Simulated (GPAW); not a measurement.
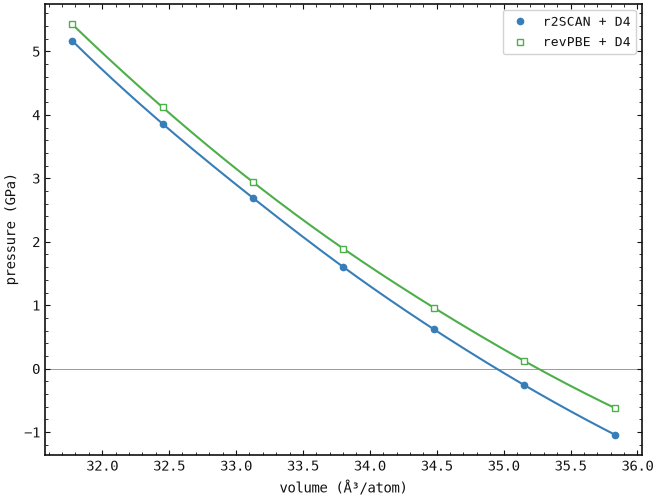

The figure shows the pressure against volume, with one curve for each functional, for Sn (space group Fd-3m).

How it was computed, with GPAW 26.7.0: PAW DFT in plane waves, on a grid or in atomic orbitals, no spin polarisation; energies at scaled volumes of the given cell, shape and fractions fixed, counted from the fit's minimum, third-order Birch-Murnaghan fit. All runs: no spin polarisation.

k mesh 6×6×6; occupations Fermi–Dirac; smearing width 0.05 eV; potentials GPAW PAW data sets (gpaw data 1.2.1); wave cutoff 600 eV.

Order the curves by fitted equilibrium volume, smallest first.

r2SCAN + D4 34.971, revPBE + D4 35.280 Å³/atom.

Order the curves by fitted bulk modulus, smallest first.

revPBE + D4 40.3, r2SCAN + D4 44.8 GPa.

For r2SCAN + D4: what does the pressure do across the range?

It falls from 5.17 GPa at volume 31.77 Å³/atom to −1.04 GPa at 35.83 Å³/atom, and changes sign near 34.96 Å³/atom.

For revPBE + D4: how does the pressure vary with volume?

It falls from 5.43 GPa at volume 31.77 Å³/atom to −0.62 GPa at 35.83 Å³/atom, and changes sign near 35.26 Å³/atom.

Note: the fit and the printed pressures don't fully agree, or the minimum lies near the end of the range (r2SCAN + D4).
